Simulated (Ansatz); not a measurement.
**GaP: density, localisation and related maps**

```cif
data_structure
_symmetry_space_group_name_H-M 'P 1'
_symmetry_Int_Tables_number 1
_cell_length_a 3.2157
_cell_length_b 3.2157
_cell_length_c 3.2157
_cell_angle_alpha 90.000
_cell_angle_beta 90.000
_cell_angle_gamma 90.000
_cell_volume 33.25
loop_
_atom_site_label
_atom_site_type_symbol
_atom_site_fract_x
_atom_site_fract_y
_atom_site_fract_z
_atom_site_occupancy
Ga1 Ga 0.50000 0.50000 0.50000 1
P1 P 0.00000 0.00000 0.00000 1
```

Space group Pm-3m; a structure generated by program, which may or may not match a known phase.

Method: DFT PBE, scalar-relativistic, plane waves, PAW in Ansatz 0.2.0.

Core electrons are frozen (PAW), and the valence fields are smoothed inside the atomic spheres.

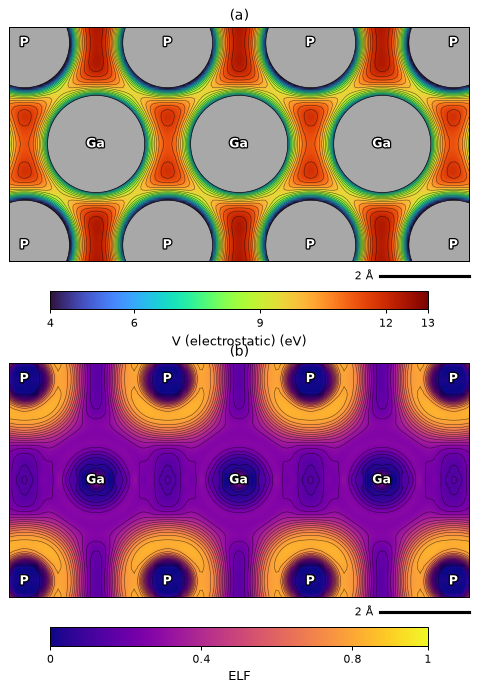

Figure 1. (a) electrostatic potential (local pseudopotential plus Hartree) felt by an electron; (b) electron localisation function on the (011) plane of the conventional cell. Grey discs cover the atomic cores in the potential map.

**What do the fields say about this system?**

Atoms in the plane: Ga and P.
Ga–P (2.78 Å): the ELF peaks at about 0.85 in the valence shell of P, 0.8 Å from its nucleus, and drops to about 0.25 between the two atoms.
The features right at Ga lie inside the PAW spheres, where the map follows smoothed inner orbitals and isn't to be read closely.
Outside the cores the potential energy rises away from the atoms and is highest about 1.6 Å from the nearest atoms; its zero is arbitrary.

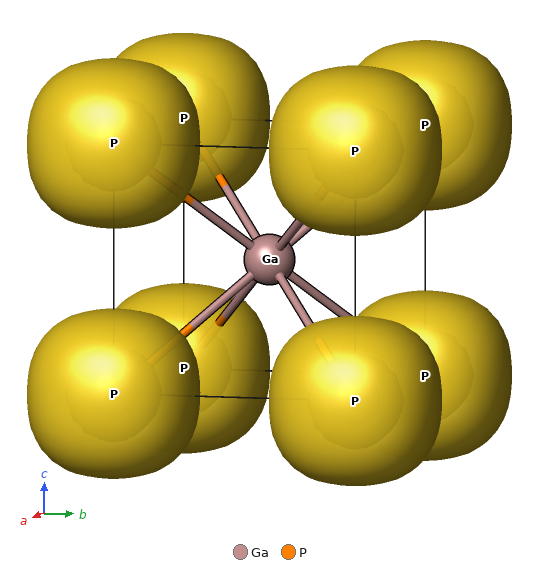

Figure 2. Isosurface of the electron localisation function at 0.65 (yellow), seen slightly off an axis. Core shells and regions of very low density are left out. Sticks mark near contacts.

**Identify the bonds, lone pairs and shells in this picture.**

The ELF exceeds this value in one region wrapped around P (its valence shell), counted in one cell of 2 atoms. Any copies at cell faces, edges or corners count once.

**Does the calculation give a band gap?**

It is gapless in this calculation (a metal or semimetal).
